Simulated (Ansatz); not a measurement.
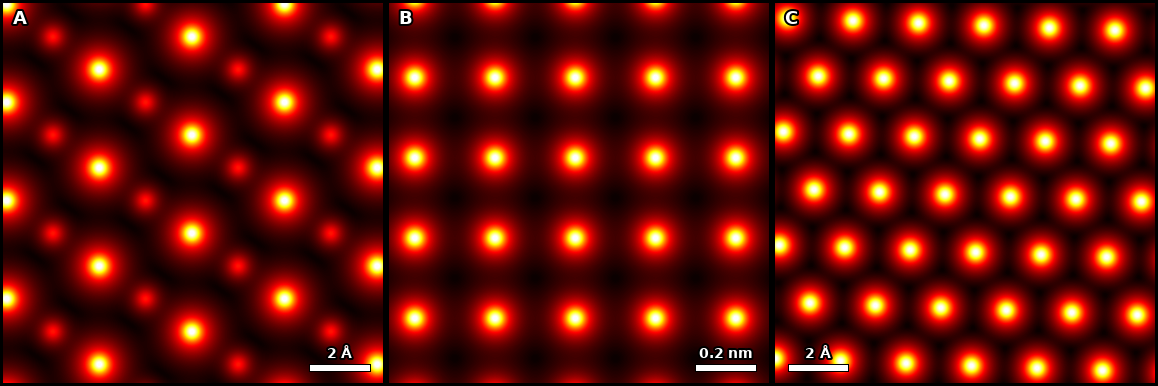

Three views of BaO (Fm-3m, No. 225) along different zone axes. Computed as the sum of neutral-atom potentials (tabulated electron scattering factors, B = 0.5 Å²) projected along the beam and smoothed by 0.25 Å; brighter is more positive. The display is stretched by a gamma of 0.6; percentages refer to the linear signal. Structure: the end point of a relaxation with DFT PBEsol, scalar-relativistic, plane waves, PAW in Ansatz; the starting structure was generated, so it need not be a known form of this composition.

```
CELL_PARAMETERS angstrom
5.49043 0.00000 0.00000
0.00000 5.49043 0.00000
0.00000 0.00000 5.49043
ATOMIC_POSITIONS crystal
Ba 0.00000 0.00000 0.00000
O 0.00000 0.50000 0.00000
Ba 0.00000 0.50000 0.50000
O 0.00000 0.00000 0.50000
Ba 0.50000 0.00000 0.50000
O 0.50000 0.50000 0.50000
Ba 0.50000 0.50000 0.00000
O 0.50000 0.00000 0.00000
```

Match the panels to the zone axes [001], [110] and [111].

A is [110]: projected cell 3.36 × 3.36 Å, 109°, plane group c2mm. B is [001]: projected cell 2.75 × 2.75 Å, 90°, plane group p4mm. C is [111]: projected cell 2.24 × 2.24 Å, 120°, plane group p6mm.
